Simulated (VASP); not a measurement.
Geometry relaxation of HfO2 (part 5 of 5)

HfO2 (P2₁/c, 12 atoms in the cell); Kohn-Sham DFT of a periodic cell, PBE, VASP PAW PBE potentials, recommended, no spin polarisation (VASP 6.6.1); cutoff 600 eV, 5×5×5 k-mesh, fermi-dirac of 0.05 eV. The structure derives from an entry of the Crystallography Open Database.

Geometry of the input (Å; fractional positions):
```
5.1180  0.0000  0.0000
0.0000  5.1857  0.0000
-0.8587  0.0000  5.2139
Hf 0.2755  0.4603  0.7080
Hf 0.7245  0.9603  0.7920
Hf 0.7245  0.5397  0.2920
Hf 0.2755  0.0397  0.2080
O  0.0742  0.1684  0.8467
O  0.9258  0.6684  0.6533
O  0.9258  0.8316  0.1533
O  0.0742  0.3316  0.3467
O  0.4487  0.7419  0.9801
O  0.5513  0.2419  0.5199
O  0.5513  0.2581  0.0199
O  0.4487  0.7581  0.4801
```

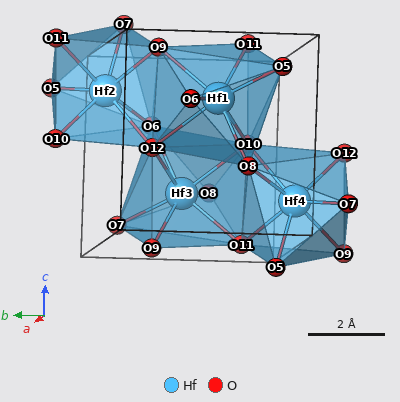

Fig. 1: The geometry at step 17 of the log (polyhedral view of the cell of the calculation, seen at an oblique angle; polyhedra are completed across the faces of the cell; atoms are numbered from 1 in the order of the input).

## Trajectory as extended XYZ, continued
```
12
Lattice="5.1327 0.0000 -0.0136 0.0000 5.1945 0.0000 -0.8751 0.0000 5.2429" Properties=species:S:1:pos:R:3:forces:R:3 step=8 energy=-122.08789
Hf    0.7976    2.3757    3.7064    0.0175   0.0058   0.0058
Hf    3.0225    4.9730    4.1443   -0.0175   0.0058  -0.0058
Hf    3.4600    2.8187    1.5229   -0.0175  -0.0058  -0.0058
Hf    1.2352    0.2215    1.0850    0.0175  -0.0058   0.0058
O    -0.3838    0.8695    4.4288   -0.0143   0.0010   0.0114
O     4.2039    3.4667    3.4220    0.0143   0.0010  -0.0114
O     4.6415    4.3250    0.8005    0.0143  -0.0010  -0.0114
O     0.0537    1.7277    1.8073   -0.0143  -0.0010   0.0114
O     1.4440    3.8560    5.1238    0.0114  -0.0063  -0.0085
O     2.3761    1.2588    2.7270   -0.0114  -0.0063   0.0085
O     2.8136    1.3385    0.1055   -0.0114   0.0063   0.0085
O     1.8815    3.9357    2.5023    0.0114   0.0063  -0.0085
12
Lattice="5.1351 0.0000 -0.0151 0.0000 5.1953 0.0000 -0.8770 0.0000 5.2420" Properties=species:S:1:pos:R:3:forces:R:3 step=9 energy=-122.08800
Hf    0.7973    2.3759    3.7055   -0.0037  -0.0016   0.0004
Hf    3.0223    4.9735    4.1424    0.0037  -0.0016  -0.0004
Hf    3.4608    2.8194    1.5214    0.0037   0.0016  -0.0004
Hf    1.2358    0.2217    1.0845   -0.0037   0.0016   0.0004
O    -0.3861    0.8699    4.4285   -0.0066   0.0087   0.0055
O     4.2057    3.4675    3.4194    0.0066   0.0087  -0.0055
O     4.6442    4.3254    0.7984    0.0066  -0.0087  -0.0055
O     0.0524    1.7277    1.8075   -0.0066  -0.0087   0.0055
O     1.4440    3.8561    5.1215    0.0103   0.0082  -0.0026
O     2.3756    1.2584    2.7263   -0.0103   0.0082   0.0026
O     2.8141    1.3392    0.1053   -0.0103  -0.0082   0.0026
O     1.8825    3.9368    2.5006    0.0103  -0.0082  -0.0026
12
Lattice="5.1352 0.0000 -0.0152 0.0000 5.1953 0.0000 -0.8771 0.0000 5.2419" Properties=species:S:1:pos:R:3:forces:R:3 step=10 energy=-122.08800
Hf    0.7973    2.3759    3.7055   -0.0047  -0.0018   0.0001
Hf    3.0223    4.9736    4.1423    0.0047  -0.0018  -0.0001
Hf    3.4608    2.8194    1.5213    0.0047   0.0018  -0.0001
Hf    1.2358    0.2217    1.0845   -0.0047   0.0018   0.0001
O    -0.3862    0.8699    4.4284   -0.0060   0.0090   0.0048
O     4.2057    3.4676    3.4193    0.0060   0.0090  -0.0048
O     4.6443    4.3254    0.7983    0.0060  -0.0090  -0.0048
O     0.0524    1.7277    1.8075   -0.0060  -0.0090   0.0048
O     1.4440    3.8561    5.1214    0.0099   0.0091  -0.0021
O     2.3756    1.2584    2.7263   -0.0099   0.0091   0.0021
O     2.8141    1.3392    0.1053   -0.0099  -0.0091   0.0021
O     1.8825    3.9369    2.5005    0.0099  -0.0091  -0.0021
12
Lattice="5.1352 0.0000 -0.0155 0.0000 5.1937 0.0000 -0.8774 0.0000 5.2414" Properties=species:S:1:pos:R:3:forces:R:3 step=11 energy=-122.08808
Hf    0.7969    2.3750    3.7050   -0.0035   0.0003   0.0013
Hf    3.0221    4.9719    4.1415    0.0035   0.0003  -0.0013
Hf    3.4608    2.8187    1.5208    0.0035  -0.0003  -0.0013
Hf    1.2357    0.2218    1.0844   -0.0035  -0.0003   0.0013
O    -0.3872    0.8702    4.4285   -0.0047   0.0112   0.0029
O     4.2062    3.4671    3.4181    0.0047   0.0112  -0.0029
O     4.6449    4.3235    0.7974    0.0047  -0.0112  -0.0029
O     0.0516    1.7267    1.8078   -0.0047  -0.0112   0.0029
O     1.4445    3.8551    5.1203    0.0026   0.0081  -0.0007
O     2.3745    1.2582    2.7262   -0.0026   0.0081   0.0007
O     2.8133    1.3386    0.1055   -0.0026  -0.0081   0.0007
O     1.8832    3.9355    2.4996    0.0026  -0.0081  -0.0007
12
Lattice="5.1352 0.0000 -0.0156 0.0000 5.1933 0.0000 -0.8775 0.0000 5.2412" Properties=species:S:1:pos:R:3:forces:R:3 step=12 energy=-122.08809
Hf    0.7969    2.3748    3.7049   -0.0033   0.0009   0.0017
Hf    3.0221    4.9715    4.1413    0.0033   0.0009  -0.0017
Hf    3.4608    2.8185    1.5207    0.0033  -0.0009  -0.0017
Hf    1.2356    0.2219    1.0843   -0.0033  -0.0009   0.0017
O    -0.3874    0.8703    4.4285   -0.0043   0.0118   0.0024
O     4.2063    3.4669    3.4177    0.0043   0.0118  -0.0024
O     4.6451    4.3230    0.7971    0.0043  -0.0118  -0.0024
O     0.0514    1.7264    1.8079   -0.0043  -0.0118   0.0024
O     1.4446    3.8548    5.1200    0.0006   0.0077  -0.0002
O     2.3743    1.2582    2.7262   -0.0006   0.0077   0.0002
O     2.8130    1.3385    0.1056   -0.0006  -0.0077   0.0002
O     1.8834    3.9351    2.4994    0.0006  -0.0077  -0.0002
12
Lattice="5.1359 0.0000 -0.0154 0.0000 5.1931 0.0000 -0.8774 0.0000 5.2423" Properties=species:S:1:pos:R:3:forces:R:3 step=13 energy=-122.08817
Hf    0.7970    2.3746    3.7058   -0.0025   0.0028   0.0009
Hf    3.0228    4.9712    4.1422    0.0025   0.0028  -0.0009
Hf    3.4615    2.8185    1.5211    0.0025  -0.0028  -0.0009
Hf    1.2357    0.2219    1.0847   -0.0025  -0.0028   0.0009
O    -0.3878    0.8709    4.4298   -0.0039   0.0103   0.0059
O     4.2076    3.4675    3.4183    0.0039   0.0103  -0.0059
O     4.6463    4.3222    0.7971    0.0039  -0.0103  -0.0059
O     0.0509    1.7256    1.8086   -0.0039  -0.0103   0.0059
O     1.4456    3.8550    5.1209   -0.0016   0.0022  -0.0014
O     2.3742    1.2585    2.7271    0.0016   0.0022   0.0014
O     2.8129    1.3381    0.1060    0.0016  -0.0022   0.0014
O     1.8843    3.9346    2.4998   -0.0016  -0.0022  -0.0014
12
Lattice="5.1373 0.0000 -0.0149 0.0000 5.1926 0.0000 -0.8772 0.0000 5.2444" Properties=species:S:1:pos:R:3:forces:R:3 step=14 energy=-122.08822
Hf    0.7972    2.3743    3.7077   -0.0009   0.0069  -0.0007
Hf    3.0243    4.9706    4.1441    0.0009   0.0069   0.0007
Hf    3.4628    2.8184    1.5218    0.0009  -0.0069   0.0007
Hf    1.2358    0.2221    1.0855   -0.0009  -0.0069  -0.0007
O    -0.3885    0.8722    4.4324   -0.0034   0.0080   0.0129
O     4.2100    3.4685    3.4194    0.0034   0.0080  -0.0129
O     4.6486    4.3204    0.7971    0.0034  -0.0080  -0.0129
O     0.0501    1.7241    1.8101   -0.0034  -0.0080   0.0129
O     1.4475    3.8554    5.1228   -0.0060  -0.0085  -0.0037
O     2.3740    1.2591    2.7290    0.0060  -0.0085   0.0037
O     2.8126    1.3373    0.1067    0.0060   0.0085   0.0037
O     1.8860    3.9336    2.5005   -0.0060   0.0085  -0.0037
12
Lattice="5.1373 0.0000 -0.0149 0.0000 5.1923 0.0000 -0.8771 0.0000 5.2446" Properties=species:S:1:pos:R:3:forces:R:3 step=15 energy=-122.08826
Hf    0.7972    2.3742    3.7079    0.0014   0.0069  -0.0003
Hf    3.0245    4.9703    4.1442   -0.0014   0.0069   0.0003
Hf    3.4630    2.8182    1.5219   -0.0014  -0.0069   0.0003
Hf    1.2357    0.2220    1.0856    0.0014  -0.0069  -0.0003
O    -0.3889    0.8728    4.4330   -0.0027   0.0074   0.0131
O     4.2106    3.4690    3.4191    0.0027   0.0074  -0.0131
O     4.6491    4.3195    0.7968    0.0027  -0.0074  -0.0131
O     0.0496    1.7234    1.8107   -0.0027  -0.0074   0.0131
O     1.4478    3.8553    5.1227   -0.0078  -0.0099  -0.0032
O     2.3738    1.2591    2.7293    0.0078  -0.0099   0.0032
O     2.8124    1.3370    0.1070    0.0078   0.0099   0.0032
O     1.8864    3.9332    2.5004   -0.0078   0.0099  -0.0032
12
Lattice="5.1375 0.0000 -0.0147 0.0000 5.1915 0.0000 -0.8770 0.0000 5.2452" Properties=species:S:1:pos:R:3:forces:R:3 step=16 energy=-122.08834
Hf    0.7970    2.3739    3.7085    0.0083   0.0071   0.0010
Hf    3.0251    4.9696    4.1446   -0.0083   0.0071  -0.0010
Hf    3.4636    2.8176    1.5220   -0.0083  -0.0071  -0.0010
Hf    1.2355    0.2218    1.0859    0.0083  -0.0071   0.0010
O    -0.3901    0.8746    4.4349   -0.0016   0.0064   0.0145
O     4.2122    3.4703    3.4182    0.0016   0.0064  -0.0145
O     4.6507    4.3169    0.7956    0.0016  -0.0064  -0.0145
O     0.0483    1.7211    1.8123   -0.0016  -0.0064   0.0145
O     1.4490    3.8551    5.1227   -0.0125  -0.0132  -0.0024
O     2.3731    1.2593    2.7305    0.0125  -0.0132   0.0024
O     2.8115    1.3364    0.1079    0.0125   0.0132   0.0024
O     1.8875    3.9321    2.5001   -0.0125   0.0132  -0.0024
12
Lattice="5.1379 0.0000 -0.0143 0.0000 5.1897 0.0000 -0.8767 0.0000 5.2464" Properties=species:S:1:pos:R:3:forces:R:3 step=17 energy=-122.08835
Hf    0.7966    2.3734    3.7098    0.0219   0.0074   0.0037
Hf    3.0264    4.9682    4.1454   -0.0219   0.0074  -0.0037
Hf    3.4647    2.8163    1.5222   -0.0219  -0.0074  -0.0037
Hf    1.2349    0.2215    1.0866    0.0219  -0.0074   0.0037
O    -0.3926    0.8782    4.4388    0.0011   0.0037   0.0167
O     4.2155    3.4730    3.4164   -0.0011   0.0037  -0.0167
O     4.6538    4.3115    0.7932   -0.0011  -0.0037  -0.0167
O     0.0458    1.7167    1.8156    0.0011  -0.0037   0.0167
O     1.4513    3.8546    5.1225   -0.0225  -0.0205  -0.0005
O     2.3716    1.2598    2.7327    0.0225  -0.0205   0.0005
O     2.8099    1.3351    0.1095    0.0225   0.0205   0.0005
O     1.8897    3.9299    2.4993   -0.0225   0.0205  -0.0005
12
Lattice="5.1377 0.0000 -0.0145 0.0000 5.1905 0.0000 -0.8768 0.0000 5.2458" Properties=species:S:1:pos:R:3:forces:R:3 step=18 energy=-122.08837
Hf    0.7968    2.3736    3.7092    0.0154   0.0072   0.0024
Hf    3.0258    4.9689    4.1450   -0.0154   0.0072  -0.0024
Hf    3.4642    2.8169    1.5221   -0.0154  -0.0072  -0.0024
Hf    1.2352    0.2216    1.0863    0.0154  -0.0072   0.0024
O    -0.3914    0.8765    4.4370   -0.0001   0.0050   0.0157
O     4.2140    3.4718    3.4172    0.0001   0.0050  -0.0157
O     4.6524    4.3140    0.7943    0.0001  -0.0050  -0.0157
O     0.0470    1.7188    1.8141   -0.0001  -0.0050   0.0157
O     1.4502    3.8548    5.1226   -0.0179  -0.0172  -0.0015
O     2.3723    1.2596    2.7317    0.0179  -0.0172   0.0015
O     2.8107    1.3357    0.1087    0.0179   0.0172   0.0015
O     1.8887    3.9309    2.4997   -0.0179   0.0172  -0.0015
12
Lattice="5.1382 0.0000 -0.0147 0.0000 5.1907 0.0000 -0.8771 0.0000 5.2458" Properties=species:S:1:pos:R:3:forces:R:3 step=19 energy=-122.08846
Hf    0.7967    2.3739    3.7092    0.0063   0.0019  -0.0003
Hf    3.0257    4.9693    4.1447   -0.0063   0.0019   0.0003
Hf    3.4643    2.8168    1.5218   -0.0063  -0.0019   0.0003
Hf    1.2353    0.2214    1.0863    0.0063  -0.0019  -0.0003
O    -0.3924    0.8776    4.4380    0.0021   0.0060   0.0132
O     4.2149    3.4730    3.4159   -0.0021   0.0060  -0.0132
O     4.6534    4.3131    0.7931   -0.0021  -0.0060  -0.0132
O     0.0462    1.7177    1.8151    0.0021  -0.0060   0.0132
O     1.4503    3.8549    5.1220   -0.0165  -0.0115   0.0010
O     2.3722    1.2595    2.7319    0.0165  -0.0115  -0.0010
O     2.8108    1.3358    0.1090    0.0165   0.0115  -0.0010
O     1.8888    3.9312    2.4991   -0.0165   0.0115   0.0010
12
Lattice="5.1393 0.0000 -0.0153 0.0000 5.1912 0.0000 -0.8779 0.0000 5.2456" Properties=species:S:1:pos:R:3:forces:R:3 step=20 energy=-122.08855
Hf    0.7967    2.3746    3.7093   -0.0159  -0.0108  -0.0067
Hf    3.0256    4.9702    4.1438    0.0159  -0.0108   0.0067
Hf    3.4646    2.8165    1.5210    0.0159   0.0108   0.0067
Hf    1.2357    0.2209    1.0865   -0.0159   0.0108  -0.0067
O    -0.3947    0.8803    4.4403    0.0078   0.0080   0.0067
O     4.2170    3.4759    3.4128   -0.0078   0.0080  -0.0067
O     4.6560    4.3109    0.7900   -0.0078  -0.0080  -0.0067
O     0.0443    1.7153    1.8175    0.0078  -0.0080   0.0067
O     1.4503    3.8550    5.1206   -0.0132   0.0024   0.0071
O     2.3721    1.2594    2.7324    0.0132   0.0024  -0.0071
O     2.8110    1.3362    0.1096    0.0132  -0.0024  -0.0071
O     1.8893    3.9318    2.4978   -0.0132  -0.0024   0.0071
12
Lattice="5.1388 0.0000 -0.0159 0.0000 5.1910 0.0000 -0.8784 0.0000 5.2459" Properties=species:S:1:pos:R:3:forces:R:3 step=21 energy=-122.08863
Hf    0.7960    2.3745    3.7093   -0.0013  -0.0087  -0.0031
Hf    3.0253    4.9700    4.1437    0.0013  -0.0087   0.0031
Hf    3.4645    2.8165    1.5207    0.0013   0.0087   0.0031
Hf    1.2352    0.2210    1.0864   -0.0013   0.0087  -0.0031
O    -0.3957    0.8818    4.4419    0.0026   0.0045   0.0033
O     4.2169    3.4772    3.4111   -0.0026   0.0045  -0.0033
O     4.6561    4.3092    0.7881   -0.0026  -0.0045  -0.0033
O     0.0435    1.7137    1.8189    0.0026  -0.0045   0.0033
O     1.4494    3.8548    5.1204   -0.0111   0.0063   0.0070
O     2.3718    1.2593    2.7326    0.0111   0.0063  -0.0070
O     2.8110    1.3362    0.1096    0.0111  -0.0063  -0.0070
O     1.8886    3.9317    2.4975   -0.0111  -0.0063   0.0070
12
Lattice="5.1385 0.0000 -0.0163 0.0000 5.1908 0.0000 -0.8788 0.0000 5.2462" Properties=species:S:1:pos:R:3:forces:R:3 step=22 energy=-122.08866
Hf    0.7953    2.3743    3.7094    0.0101  -0.0070  -0.0002
Hf    3.0250    4.9697    4.1436   -0.0101  -0.0070   0.0002
Hf    3.4643    2.8164    1.5205   -0.0101   0.0070   0.0002
Hf    1.2347    0.2210    1.0863    0.0101   0.0070  -0.0002
O    -0.3965    0.8829    4.4432   -0.0014   0.0018   0.0007
O     4.2168    3.4783    3.4098    0.0014   0.0018  -0.0007
O     4.6562    4.3079    0.7867    0.0014  -0.0018  -0.0007
O     0.0429    1.7125    1.8201   -0.0014  -0.0018   0.0007
O     1.4487    3.8546    5.1203   -0.0096   0.0094   0.0070
O     2.3716    1.2592    2.7327    0.0096   0.0094  -0.0070
O     2.8109    1.3362    0.1096    0.0096  -0.0094  -0.0070
O     1.8881    3.9316    2.4972   -0.0096  -0.0094   0.0070
12
Lattice="5.1386 0.0000 -0.0162 0.0000 5.1904 0.0000 -0.8787 0.0000 5.2480" Properties=species:S:1:pos:R:3:forces:R:3 step=23 energy=-122.08873
Hf    0.7955    2.3739    3.7106    0.0065  -0.0030  -0.0010
Hf    3.0250    4.9691    4.1451   -0.0065  -0.0030   0.0010
Hf    3.4643    2.8165    1.5211   -0.0065   0.0030   0.0010
Hf    1.2349    0.2213    1.0867    0.0065   0.0030  -0.0010
O    -0.3968    0.8839    4.4457   -0.0035  -0.0007   0.0023
O     4.2174    3.4791    3.4101    0.0035  -0.0007  -0.0023
O     4.6567    4.3065    0.7861    0.0035   0.0007  -0.0023
O     0.0425    1.7113    1.8217   -0.0035   0.0007   0.0023
O     1.4484    3.8546    5.1221   -0.0056   0.0050   0.0045
O     2.3721    1.2594    2.7336    0.0056   0.0050  -0.0045
O     2.8115    1.3358    0.1096    0.0056  -0.0050  -0.0045
O     1.8878    3.9310    2.4981   -0.0056  -0.0050   0.0045
12
Lattice="5.1387 0.0000 -0.0162 0.0000 5.1901 0.0000 -0.8786 0.0000 5.2496" Properties=species:S:1:pos:R:3:forces:R:3 step=24 energy=-122.08876
Hf    0.7957    2.3735    3.7118    0.0032   0.0007  -0.0017
Hf    3.0250    4.9686    4.1464   -0.0032   0.0007   0.0017
Hf    3.4643    2.8166    1.5216   -0.0032  -0.0007   0.0017
Hf    1.2350    0.2215    1.0870    0.0032  -0.0007  -0.0017
O    -0.3972    0.8848    4.4479   -0.0053  -0.0033   0.0035
O     4.2179    3.4799    3.4103    0.0053  -0.0033  -0.0035
O     4.6572    4.3052    0.7855    0.0053   0.0033  -0.0035
O     0.0421    1.7102    1.8231   -0.0053   0.0033   0.0035
O     1.4481    3.8546    5.1238   -0.0020   0.0011   0.0024
O     2.3726    1.2595    2.7345    0.0020   0.0011  -0.0024
O     2.8119    1.3355    0.1097    0.0020  -0.0011  -0.0024
O     1.8874    3.9305    2.4990   -0.0020  -0.0011   0.0024
12
Lattice="5.1376 0.0000 -0.0161 0.0000 5.1883 0.0000 -0.8784 0.0000 5.2500" Properties=species:S:1:pos:R:3:forces:R:3 step=25 energy=-122.08878
Hf    0.7958    2.3725    3.7120   -0.0008   0.0034  -0.0002
Hf    3.0242    4.9667    4.1469    0.0008   0.0034   0.0002
Hf    3.4634    2.8158    1.5219    0.0008  -0.0034   0.0002
Hf    1.2350    0.2216    1.0870   -0.0008  -0.0034  -0.0002
O    -0.3976    0.8853    4.4492   -0.0030  -0.0010   0.0012
O     4.2177    3.4795    3.4097    0.0030  -0.0010  -0.0012
O     4.6569    4.3031    0.7847    0.0030   0.0010  -0.0012
O     0.0416    1.7089    1.8242   -0.0030   0.0010   0.0012
O     1.4474    3.8535    5.1243   -0.0006  -0.0023   0.0018
O     2.3726    1.2594    2.7346    0.0006  -0.0023  -0.0018
O     2.8118    1.3348    0.1096    0.0006   0.0023  -0.0018
O     1.8866    3.9290    2.4993   -0.0006   0.0023   0.0018
```

## Key numbers

```csv
quantity,value
outcome,converged
space group (tolerance 0.01 Å),P2₁/c (14)
electrons treated,88
free energy,−122.0888 eV
Fermi energy,4.146 eV
gap on the k-point mesh,4.08 eV
pressure,0.03 GPa
final volume,139.87 Å³
largest force (length of the vector) at the end,0.004 eV/Å
final cell,"a = 5.138 Å, b = 5.188 Å, c = 5.323 Å, α = 90.00°, β = 99.68°, γ = 90.00°"
wall time,34 min
peak memory,0.44 GiB
```

## Notes

Spin–orbit coupling is left out, which matters for Hf.
